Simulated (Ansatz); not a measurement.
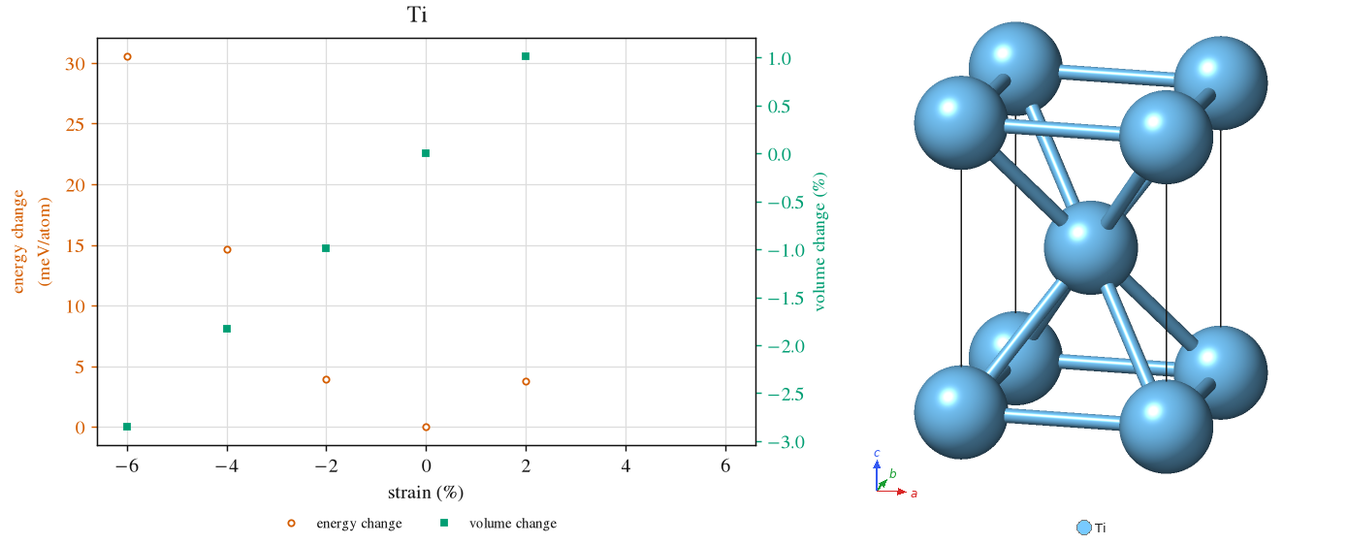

The picture above shows the energy change and volume change against strain for Ti, space group Fm-3m (No. 225). The cell is drawn beside the plot.

Cell as given: a = 2.868 Å, b = 2.868 Å, c = 4.056 Å, α = 90.00°, β = 90.00°, γ = 90.00°; 2 atoms.

Method: energy, stress and cell of a relaxed crystal along a series of strains, atoms and what the cell freedom names relaxed within the symmetry; plane waves with PAW datasets, Γ-centred k mesh; energies extrapolated to zero smearing (Ansatz 0.2.0). Level: PBEsol, no spin polarisation.

- wave cutoff: 420 eV
- k mesh: 18×18×14
- occupations: Gaussian
- smearing width: 0.1 eV
- strain kind: biaxial in the ab plane
- cell freedom: length and tilt of c free

The points at strain 4 % and 6 % are left out of the plot. What values does the calculation give there?

| strain (%) | energy change (meV/atom) | volume change (%) |
| --- | --- | --- |
| 4 | 14.28 | 1.74 |
| 6 | 28.13 | 1.92 |
